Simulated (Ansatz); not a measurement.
## Geometry relaxation of W$_{14}$Se$_{27}$ (charge +2) (part 1 of 3)

W$_{14}$Se$_{27}$ (defect cell, 41 atoms in the cell, total charge +2), computed with DFT PBE+D3(BJ), scalar-relativistic, plane waves, PAW, no spin polarisation (Ansatz 0.2.0).

The structure derives from a Materials Project entry. It belongs to a series of runs on one base structure; here: Se vacancy (site f), charge +2, atoms relaxed at the host's cell.

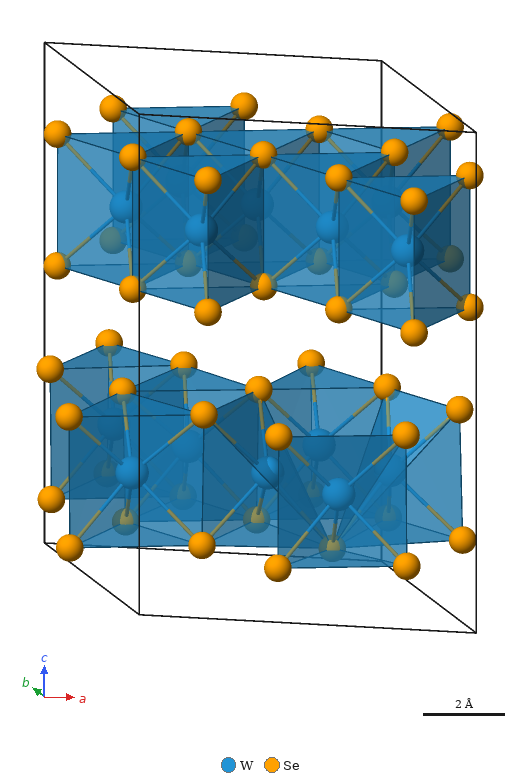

The input geometry (polyhedral view of the cell of the calculation, seen slightly off an axis; polyhedra are completed across the faces of the cell). An atom can appear more than once, as a periodic image.

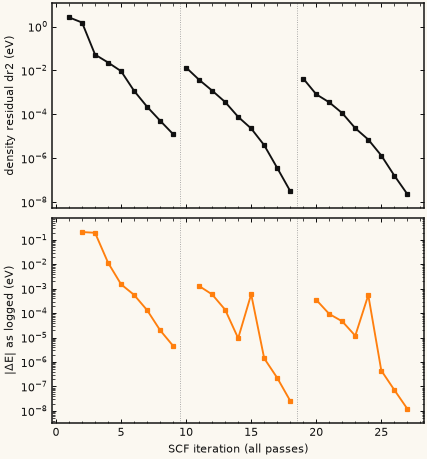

Convergence of the self-consistent field: density residual dr2 and size of the energy change against the SCF iteration. The dotted lines part the SCF passes of the relaxation: geometry steps, rejected trials and re-solves on a re-selected basis. The passes take 9, 9 and 9 iterations.

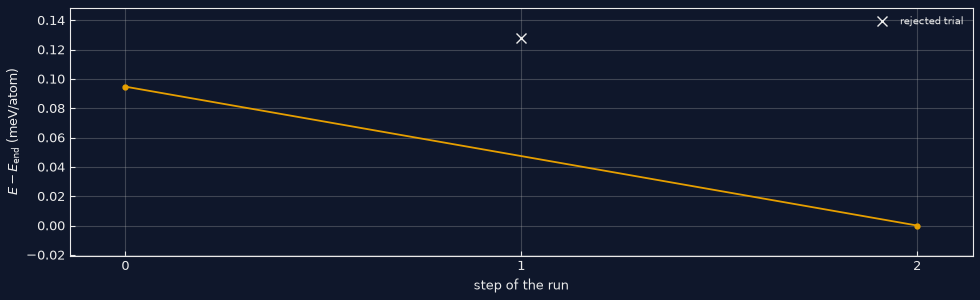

Progress of the relaxation, step by step (the first geometry is step 0 here and step 1 in the log). After 2 geometry steps the energy has fallen by 0.1 meV per atom. Largest force component: 0.086 eV/Å at the start, 0.013 eV/Å at the end. The line search rejected the trial step at point 1 (counted from 0) and went back. The largest moves, 0.007 Å, are those of Se25 and Se28. By element the largest moves are Se 0.007 Å, W 0.005 Å. The cell stays as it was. Distances before and after: W3–Se15 2.572 → 2.576 Å. (Atoms are counted from 1 in the order of the input.)

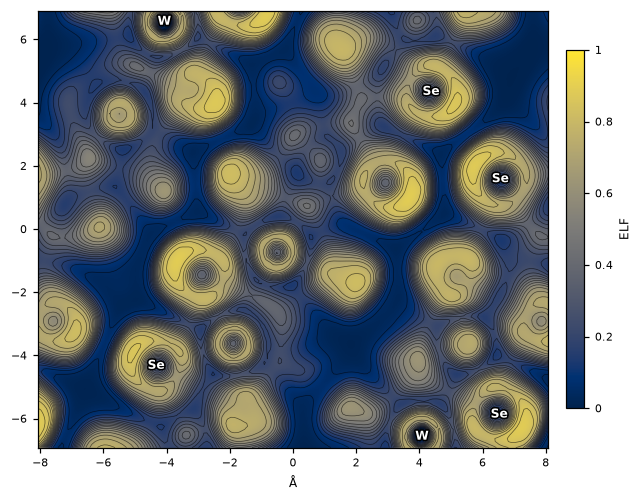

ELF on the (111) plane of the calculation cell. The section cuts through W and Se sites. W–Se (2.55 Å): the ELF is about 0.55 at the midpoint. The ELF has a maximum of about 0.55 in the space between the atoms. The strong features right at W lie inside the PAW spheres (semicore, d or f shells) and say nothing about bonding. In a PAW calculation such maps are meaningful between the atoms, not at the nuclei.

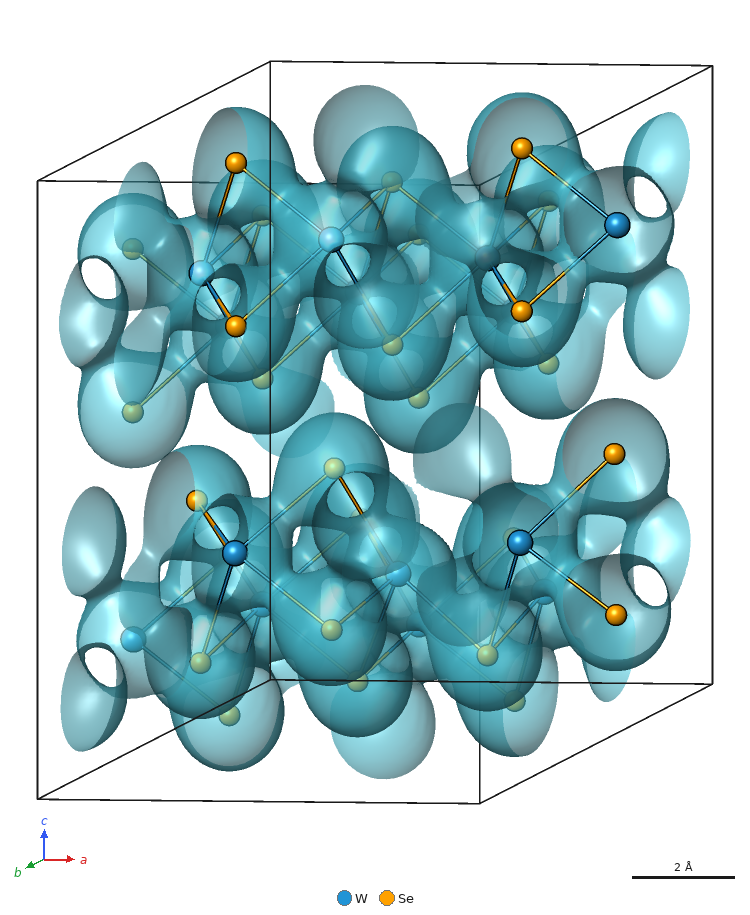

Isosurface of the valence charge density (pseudo) at 0.4 e/Å³ (cyan), seen at an oblique angle. Sticks mark near contacts. The outline is the calculation cell. At this value the density is joined into sheets; it holds about 85 % of the electrons treated as valence (semicore included). On the grid the lowest density along these lines, outside the cores, is 0.56 e/Å³ (W–Se, 2.51 Å) and 0.53 e/Å³ (W–Se, 2.55 Å).

These pictures come from the run below.

## Input
```yaml
crystal:
  lattice:
    - [1.639520277, -8.5191972597, 0.0]
    - [6.5580811083, 5.6794648397, 0.0]
    - [0.0, 0.0, 12.7928245273]
  atoms:
    - { symbol: W, position: [0.889657977, 0.5126783653, 0.2474839067] }
    - { symbol: W, position: [0.4873216347, 0.3769796116, 0.2474839067] }
    - { symbol: W, position: [0.0461814657, 0.2393231638, 0.2510102159] }
    - { symbol: W, position: [0.7606768362, 0.806858302, 0.2510102159] }
    - { symbol: W, position: [0.3333333333, 0.6666666667, 0.2530620695] }
    - { symbol: W, position: [0.6230203884, 0.110342023, 0.2474839067] }
    - { symbol: W, position: [0.193141698, 0.9538185343, 0.2510102159] }
    - { symbol: W, position: [0.6666666667, 0.3333333333, 0.7506565813] }
    - { symbol: W, position: [0.2380791944, 0.1902742789, 0.7500551709] }
    - { symbol: W, position: [0.8097257211, 0.0478049156, 0.7500551709] }
    - { symbol: W, position: [0.5241794549, 0.6187904638, 0.7500672862] }
    - { symbol: W, position: [0.0946110089, 0.4758205451, 0.7500672862] }
    - { symbol: W, position: [0.3812095362, 0.9053889911, 0.7500672862] }
    - { symbol: W, position: [0.9521950844, 0.7619208056, 0.7500551709] }
    - { symbol: Se, position: [0.2464280966, 0.1938704126, 0.380734868] }
    - { symbol: Se, position: [0.8061295874, 0.052557684, 0.380734868] }
    - { symbol: Se, position: [0.5261607556, 0.6098580909, 0.3815648063] }
    - { symbol: Se, position: [0.0836973353, 0.4738392444, 0.3815648063] }
    - { symbol: Se, position: [0.3901419091, 0.9163026647, 0.3815648063] }
    - { symbol: Se, position: [0.947442316, 0.7535719034, 0.380734868] }
    - { symbol: Se, position: [0.9050369615, 0.5241977483, 0.8817605006] }
    - { symbol: Se, position: [0.4758022517, 0.3808392133, 0.8817605006] }
    - { symbol: Se, position: [0.0477921284, 0.2380550703, 0.8817170815] }
    - { symbol: Se, position: [0.7619449297, 0.8097370581, 0.8817170815] }
    - { symbol: Se, position: [0.3333333333, 0.6666666667, 0.8812954419] }
    - { symbol: Se, position: [0.6191607867, 0.0949630385, 0.8817605006] }
    - { symbol: Se, position: [0.1902629419, 0.9522078716, 0.8817170815] }
    - { symbol: Se, position: [0.6666666667, 0.3333333333, 0.1091772257] }
    - { symbol: Se, position: [0.2402303861, 0.1930541227, 0.1198073438] }
    - { symbol: Se, position: [0.8069458773, 0.0471762634, 0.1198073438] }
    - { symbol: Se, position: [0.5211081745, 0.6153267616, 0.120613482] }
    - { symbol: Se, position: [0.0942185872, 0.4788918255, 0.120613482] }
    - { symbol: Se, position: [0.3846732384, 0.9057814128, 0.120613482] }
    - { symbol: Se, position: [0.9528237366, 0.7597696139, 0.1198073438] }
    - { symbol: Se, position: [0.9040835452, 0.5234745177, 0.6186577301] }
    - { symbol: Se, position: [0.4765254823, 0.3806090275, 0.6186577301] }
    - { symbol: Se, position: [0.0477959719, 0.2381534004, 0.6183437925] }
    - { symbol: Se, position: [0.7618465996, 0.8096425715, 0.6183437925] }
    - { symbol: Se, position: [0.3333333333, 0.6666666667, 0.6186843393] }
    - { symbol: Se, position: [0.6193909725, 0.0959164548, 0.6186577301] }
    - { symbol: Se, position: [0.1903574285, 0.9522040281, 0.6183437925] }
  host:
    lattice:
      - [3.2790405541, 0.0, 0.0]
      - [-1.639520277, 2.8397324199, 0.0]
      - [0.0, 0.0, 12.7928245273]
    atoms:
      - { symbol: W, position: [0.6666666667, 0.3333333333, 0.2500158825] }
      - { symbol: W, position: [0.3333333333, 0.6666666667, 0.7499841175] }
      - { symbol: Se, position: [0.3333333333, 0.6666666667, 0.3816757888] }
      - { symbol: Se, position: [0.6666666667, 0.3333333333, 0.8816435852] }
      - { symbol: Se, position: [0.3333333333, 0.6666666667, 0.1183564148] }
      - { symbol: Se, position: [0.6666666667, 0.3333333333, 0.6183242112] }
total_charge: 2
basis:
  ecutwfc: 420
  xc_grid: 2
kpoints:
  mp_grid: { grid: [2, 2, 2], shift: [0.0, 0.0, 0.0] }
hamiltonian:
  xc: pbe
  dispersion: d3bj
scf:
  occupations: { method: gaussian, width: 0.01 }
output:
  forces: true
  stress: false
  eigenvalues: true
  charged_corrections:
    defect_position: [0.66666667, 0.33333333, 0.38167579]
    epsilon: [[15.759, 0.0, 0.0], [0.0, 15.759, 0.0], [0.0, 0.0, 8.2223]]
  write_density: true
  write_potential: true
  elf: true
  volumetric_format: npy
relax:
  adjacent_minimum: "off"
  f_tol: 0.025
  max_steps: 45
```

Launch command:
```bash
ansatz run input.yaml --threads 4 --pin off --max-ram 10240MiB --backend cpu --events-out ev --progress --plain --runs-dir out
```

## What the program printed
```
Engine: ansatz 0.2.0, x86_64-unknown-linux-gnu
Pseudopotentials: kind: paw
Pseudopotential: W, paw, valence charge 14, recommended cutoff 420 eV (normal), W.paw.azcp
Pseudopotential: Se, paw, valence charge 16, recommended cutoff 420 eV (normal), Se.paw.azcp
Functional definition: PBE
  parameter kappa = 0.804
  parameter beta = 0.06672455060314922
  exchange = pbe_x(kappa = kappa, mu = beta*pi^2/3)
  correlation = pbe_c(beta = beta)
Crystal: 41 atoms, lattice volume = 833.851 Å³
Basis set: ecut = 420 eV, 16321 PW (Γ), exchange–correlation on 120×120×180 points (8 copies of the dense FFT grid, shifted against one another)
Bands: 376, of which v1, the nominal top of the filled ones, is band 313 counted from 1 (312 counted from 0)
Symmetry: 3 space group operations
Space group: P3 (ITA 143), of the structure as read, at distance tolerance 9.4e-5 Å
k-points: 4 of 8
Non-local potential: W, projectors of the file, l = 0: 3, l = 1: 2, l = 2: 2, l = 3: 1
Non-local potential: Se, projectors of the file, l = 0: 2, l = 1: 2, l = 2: 3, l = 3: 1
PAW form: soft (Blöchl's): semilocal exchange-correlation on the pseudo side does not see the compensation charge
PAW one-centre angular grid: W, 590 points (default); XC on 64 Gauss nodes
PAW one-centre angular grid: Se, 590 points (default); XC on 64 Gauss nodes
Initial density: superposition of atomic densities (neutral atoms scaled as one to the charged cell's electrons: chi_scale 0, normalization atom), corrected by the library's trained network
Initial wavefunctions: pseudopotential atomic-orbital guess
Functional: x = pbe(κ = 0.804, μ = 0.2195149727645171), c = pbe(β = 0.06672455060314922)
SCF iter   1: F=—  HF=-293117.182383 eV  |F-HF|=—  |Δ(HF+E_count)|=         —  Δρ=1.10e-2  dr2=2.63e0  ethr=1.77e-3  ⟨swp⟩=6.0  Hψ=5567  notcnv=0  defer=63
preconditioner: auto → LDOS  [insulator: Δε(μ)=0.026 eV  Ē_g=8.528 eV  σ=0.010 eV  W_gap=0.67  n_scr=262 (ndim 8)  ℏωp=20.1 eV  f_vac=0.047  D(μ)=38.93/eV (n_scr^D=316)  ε∞_Penn≈6.5  β→1.0]
SCF iter   2: F=—  HF=-293116.973107 eV  |F-HF|=—  |Δ(HF+E_count)|=   2.09e-1  Δρ=6.22e-3  dr2=1.53e0  ethr=4.21e-4  ⟨swp⟩=2.0  Hψ=2161  notcnv=0  defer=227
SCF iter   3: F=—  HF=-293116.778566 eV  |F-HF|=—  |Δ(HF+E_count)|=   1.95e-1  Δρ=2.07e-3  dr2=5.30e-2  ethr=2.44e-4  ⟨swp⟩=2.5  Hψ=1686  notcnv=0  defer=227
SCF iter   4: F=—  HF=-293116.766989 eV  |F-HF|=—  |Δ(HF+E_count)|=   1.16e-2  Δρ=9.95e-4  dr2=2.31e-2  ethr=8.46e-6  ⟨swp⟩=2.2  Hψ=2610  notcnv=0  defer=228
SCF iter   5: F=—  HF=-293116.765473 eV  |F-HF|=—  |Δ(HF+E_count)|=   1.52e-3  Δρ=5.73e-4  dr2=9.32e-3  ethr=3.70e-6  ⟨swp⟩=2.0  Hψ=1796  notcnv=0  defer=228
SCF iter   6: F=—  HF=-293116.764914 eV  |F-HF|=—  |Δ(HF+E_count)|=   5.59e-4  Δρ=2.23e-4  dr2=1.18e-3  ethr=1.49e-6  ⟨swp⟩=2.0  Hψ=1726  notcnv=0  defer=228
SCF iter   7: F=—  HF=-293116.764782 eV  |F-HF|=—  |Δ(HF+E_count)|=   1.33e-4  Δρ=9.58e-5  dr2=2.23e-4  ethr=1.89e-7  ⟨swp⟩=2.0  Hψ=1644  notcnv=0  defer=228
SCF iter   8: F=—  HF=-293116.764762 eV  |F-HF|=—  |Δ(HF+E_count)|=   2.00e-5  Δρ=4.40e-5  dr2=5.17e-5  ethr=3.56e-8  ⟨swp⟩=2.0  Hψ=1680  notcnv=0  defer=228
SCF iter   9: F=-293116.764746 eV  HF=-293116.764757 eV  |F-HF|=1.06e-5  |Δ(HF+E_count)|=   4.58e-6  Δρ=2.35e-5  dr2=1.26e-5  ethr=2.50e-9  ⟨swp⟩=16.5  Hψ=15340  notcnv=0
SCF 1 converged in 9 iterations: F = -293116.764746 eV  dr2 = 1.26e-5
  greatest PAW one-centre occupation: 1.000 electrons in one spin orbital (limit 2), on the Se atom at site 27 (counted from 0), in its partial waves of l = 2
relax step   1: F+E_penalty+E_count = -293116.76474640 eV  Δ(F+E_penalty+E_count) = +0.000e0 eV  max|allowed force component| = 8.623e-2 eV/Å  Δτ_max = 0.0000 Å  (9 SCF iters, dr2 threshold 1.56e-5 eV, accepted)
Initial density: handed on by an earlier stage of this run
Initial wavefunctions: those handed on with the density
iter 1 solved again at ethr=2.19e-6 eV; its pass at ethr=3.10e-3 eV (dr2=1.37e-2 eV) is discarded
SCF iter   1: F=—  HF=-293116.764800 eV  |F-HF|=—  |Δ(HF+E_count)|=         —  Δρ=9.31e-4  dr2=1.36e-2  ethr=2.19e-6  ⟨swp⟩=2.0  Hψ=3838  notcnv=0  defer=228
preconditioner: auto → LDOS  [insulator: Δε(μ)=0.029 eV  Ē_g=8.503 eV  σ=0.010 eV  W_gap=0.67  n_scr=262 (ndim 8)  ℏωp=20.1 eV  f_vac=0.046  D(μ)=38.59/eV (n_scr^D=310)  ε∞_Penn≈6.6  β→1.0]
SCF iter   2: F=—  HF=-293116.763515 eV  |F-HF|=—  |Δ(HF+E_count)|=   1.29e-3  Δρ=4.92e-4  dr2=3.75e-3  ethr=2.18e-6  ⟨swp⟩=2.5  Hψ=1951  notcnv=0  defer=228
SCF iter   3: F=—  HF=-293116.762930 eV  |F-HF|=—  |Δ(HF+E_count)|=   5.85e-4  Δρ=1.99e-4  dr2=1.21e-3  ethr=5.99e-7  ⟨swp⟩=2.2  Hψ=1957  notcnv=0  defer=228
SCF iter   4: F=—  HF=-293116.762791 eV  |F-HF|=—  |Δ(HF+E_count)|=   1.38e-4  Δρ=1.02e-4  dr2=3.65e-4  ethr=1.93e-7  ⟨swp⟩=2.0  Hψ=1651  notcnv=0  defer=228
SCF iter   5: F=—  HF=-293116.762782 eV  |F-HF|=—  |Δ(HF+E_count)|=   9.42e-6  Δρ=4.79e-5  dr2=7.71e-5  ethr=5.84e-8  ⟨swp⟩=2.0  Hψ=1617  notcnv=0  defer=228
SCF iter   6: F=—  HF=-293116.763375 eV  |F-HF|=—  |Δ(HF+E_count)|=   5.94e-4  Δρ=2.27e-5  dr2=2.28e-5  ethr=1.23e-8  ⟨swp⟩=2.0  Hψ=1617  notcnv=0  defer=228
SCF iter   7: F=—  HF=-293116.763374 eV  |F-HF|=—  |Δ(HF+E_count)|=   1.42e-6  Δρ=1.05e-5  dr2=3.95e-6  ethr=3.63e-9  ⟨swp⟩=2.0  Hψ=1522  notcnv=0  defer=228
SCF iter   8: F=—  HF=-293116.763374 eV  |F-HF|=—  |Δ(HF+E_count)|=   2.25e-7  Δρ=4.12e-6  dr2=3.64e-7  ethr=6.31e-10  ⟨swp⟩=2.0  Hψ=1606  notcnv=0  defer=228
SCF iter   9: F=-293116.763374 eV  HF=-293116.763374 eV  |F-HF|=2.37e-8  |Δ(HF+E_count)|=   2.58e-8  Δρ=1.36e-6  dr2=3.21e-8  ethr=1.60e-11  ⟨swp⟩=14.8  Hψ=11159  notcnv=0
SCF 2 converged in 9 iterations: F = -293116.763374 eV  dr2 = 3.21e-8
relax step   2: F+E_penalty+E_count = -293116.76337364 eV  Δ(F+E_penalty+E_count) = +1.373e-3 eV  max|allowed force component| = 1.056e-1 eV/Å  Δτ_max = 0.0161 Å  (9 SCF iters, rejected (line search))
```
